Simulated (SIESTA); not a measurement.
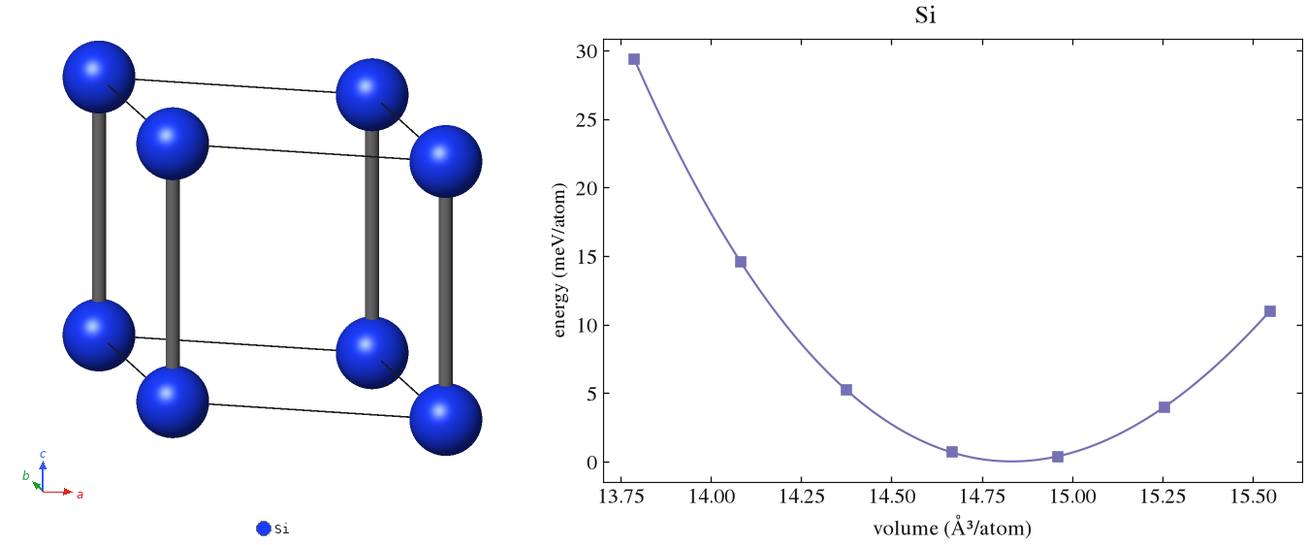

The figure shows the energy against volume for Si, space group P6/mmm (No. 191). The conventional cell is drawn beside the plot.

The given structure:
```xyz
1
Lattice="2.6205 0.0000 0.0000 -1.3103 2.2695 0.0000 0.0000 0.0000 2.4664" Properties=species:S:1:pos:R:3 pbc="T T T"
Si    0.0000    0.0000    0.0000
```

Computed with SIESTA 5.4.2: DFT in numerical atomic orbitals with pseudopotentials, no spin polarisation; energies at scaled volumes of the given cell, shape and fractions fixed, counted from the fit's minimum, third-order Birch-Murnaghan fit. Level: PBEsol.

- k mesh: 12×12×11
- occupations: Fermi–Dirac
- smearing width: 0.05 eV
- potentials: PseudoDojo 0.4 standard, converted to PSML, two zetas on semicore shells
- program settings: basis DZP, mesh cutoff 500 Ry

This calculation gives: equilibrium volume 14.83 Å³/atom and bulk modulus 111 GPa.

Now the level changes from PBEsol to LDA. Predict the effect.

The equilibrium volume falls from 14.83 to 14.60 Å³/atom (−1.6 %) and the bulk modulus hardly changes (111 and 112 GPa).

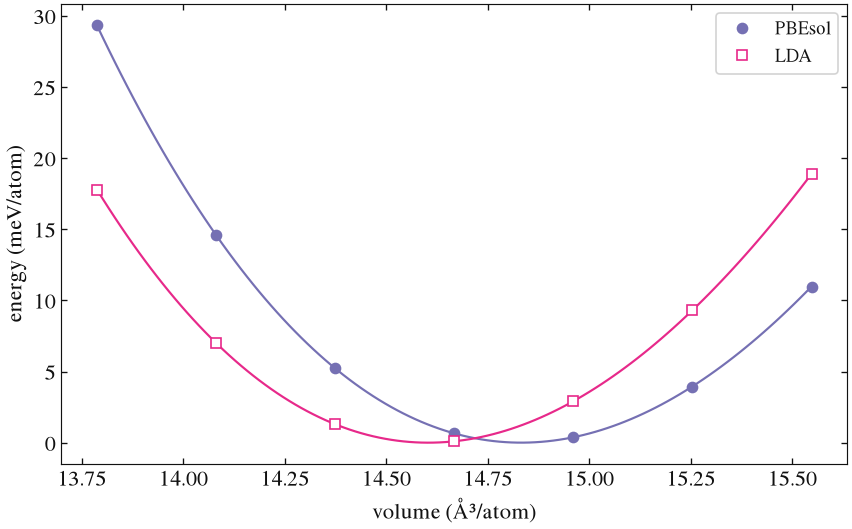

The two results together.

For both, limits of the calculation: mulliken charges of long orbitals; shape and atomic fractions are frozen while scaling, which makes layered, chain and framework solids too stiff.

V0 and the bulk modulus come from third-order Birch–Murnaghan fits.
